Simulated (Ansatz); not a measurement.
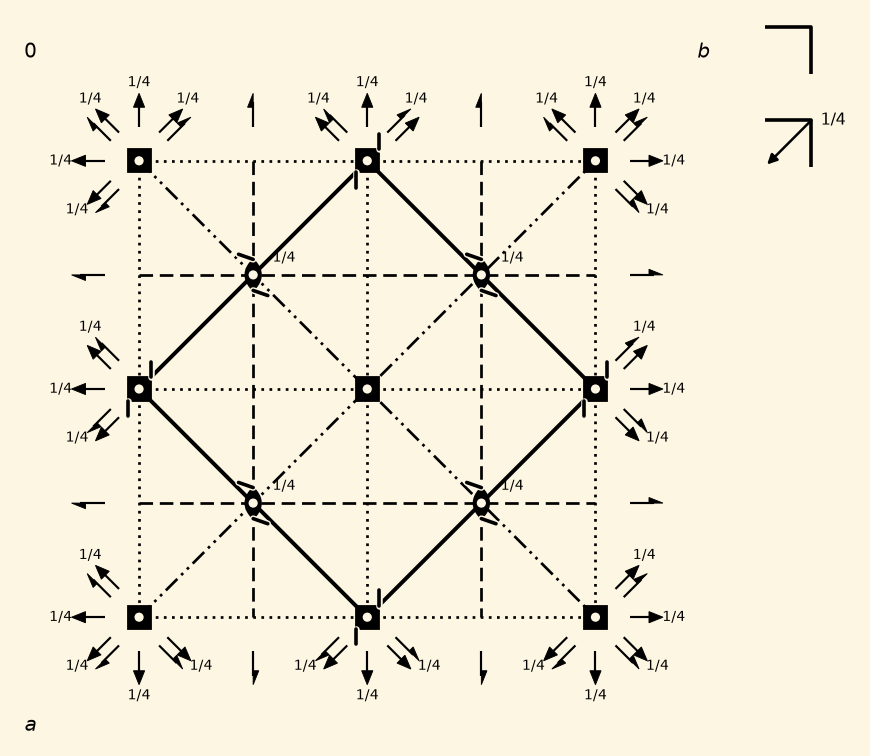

Symmetry elements of a space group, projected down c, computed from the operations of a computed or model structure of composition Sr.

Symbols follow the International Tables: origin at the upper left, the third axis towards the viewer; heavy, dashed, dotted, dash-dotted and dash-dot-dot lines are mirror, in-plane glide, out-of-plane glide, diagonal (n; with arrows d) and double (e) glide planes seen edge on; arrows at the rim are 2 (full head) and 2₁ (half head) axes in the plane; the corner sign is a plane parallel to the page; fractions are heights. Handed screw axes carry their printed symbol instead of tails.

Identify the space group.

Answer. I4/mcm, No. 140; body-centred tetragonal, point group 4/mmm, 32 general positions a cell.

List the elements shown.

Answer. 4₂ axes along c at (0, 1/2), (1/2, 0); 4 axes along c at (0, 0), (1/2, 1/2); 2₁ axes along c at (1/4, 1/4), (1/4, 3/4), (3/4, 1/4), (3/4, 3/4); inversion centres at (0, 0), (0, 1/2), (1/4, 1/4; c height 1/4), (1/4, 3/4; c height 1/4), (1/2, 0), (1/2, 1/2), (3/4, 1/4; c height 1/4), (3/4, 3/4; c height 1/4); e glide planes holding c and [1 1 0] or [−1 1 0]; mirror planes holding c and [1 1 0] or [−1 1 0]; c glide planes normal to a, at x = 0, 1/2; b glide planes normal to a, at x = 1/4, 3/4; c glide planes normal to b, at y = 0, 1/2; a glide planes normal to b, at y = 1/4, 3/4; a mirror plane normal to c at height 0; an n glide plane normal to c at height 1/4; 2 axes along [1 1 0] at heights 0, 1/4; 2 axes along [−1 1 0] at heights 0, 1/4; 2 axes along a at height 1/4; 2 axes along b at height 1/4; 2₁ axes along [1 1 0] at heights 0, 1/4; 2₁ axes along [−1 1 0] at heights 0, 1/4; 2₁ axes along a at height 0; 2₁ axes along b at height 0. Heights repeat every half period; positions are (a, b) fractions, modulo 1.

Write the general positions (in any order).

Answer. For each centring vector (0, 0, 0), (1/2, 1/2, 1/2):
x, y, z; −x, −y, −z; −y, x, z; y, −x, −z; −x, −y, z; x, y, −z; y, −x, z; −y, x, −z; x, −y, −z+1/2; −x, y, z+1/2; −y, −x, −z+1/2; y, x, z+1/2; −x, y, −z+1/2; x, −y, z+1/2; y, x, −z+1/2; −y, −x, z+1/2
